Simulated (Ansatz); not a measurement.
GaN

Space group P6_3mc; the calculation finds a residual pressure of about 7 GPa at this fixed cell.

```cif
data_structure
_symmetry_space_group_name_H-M 'P 1'
_symmetry_Int_Tables_number 1
_cell_length_a 3.1800
_cell_length_b 3.1800
_cell_length_c 5.1660
_cell_angle_alpha 90.000
_cell_angle_beta 90.000
_cell_angle_gamma 120.000
_cell_volume 45.24
loop_
_atom_site_label
_atom_site_type_symbol
_atom_site_fract_x
_atom_site_fract_y
_atom_site_fract_z
_atom_site_occupancy
Ga1 Ga 0.33333 0.66667 0.00000 1
Ga2 Ga 0.66667 0.33333 0.50000 1
N1 N 0.33333 0.66667 0.37500 1
N2 N 0.66667 0.33333 0.87500 1
```

Theory: DFT PBE, scalar-relativistic, plane waves, PAW (Ansatz).

**Predict the deformation density (crystal less neutral atoms): where will charge gather?**

Ga–N (1.94 Å): Δρ is +0.13 e/Å³ at the midpoint (close to a masked core, so read it with care).
- Over the whole cell, outside the masked cores, the largest gain lies at the edge of the masked core of N, and the largest loss lies at the edge of the masked core of Ga.
- The rearranged charge, half the integral of |Δρ|, is about 0.31 e an atom.
- Bader charges: Ga +1.57 and N −1.57 e.

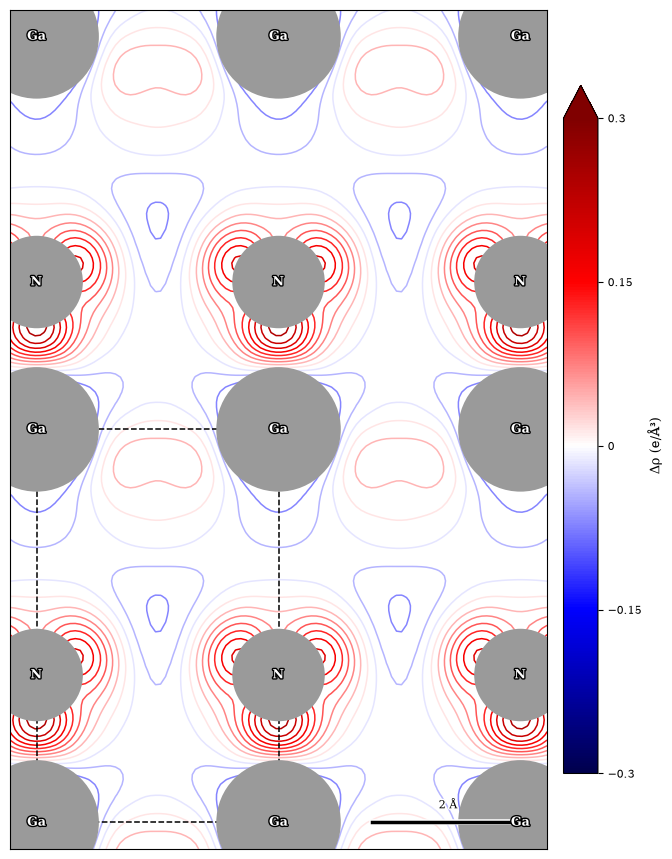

Computed deformation density: a map on the (010) plane of the conventional cell, with grey discs over the atomic cores.

Cores are masked to 0.8 Å (Ga) and 0.6 Å (N).

In a PAW calculation such maps are meaningful between the atoms, not at the nuclei.
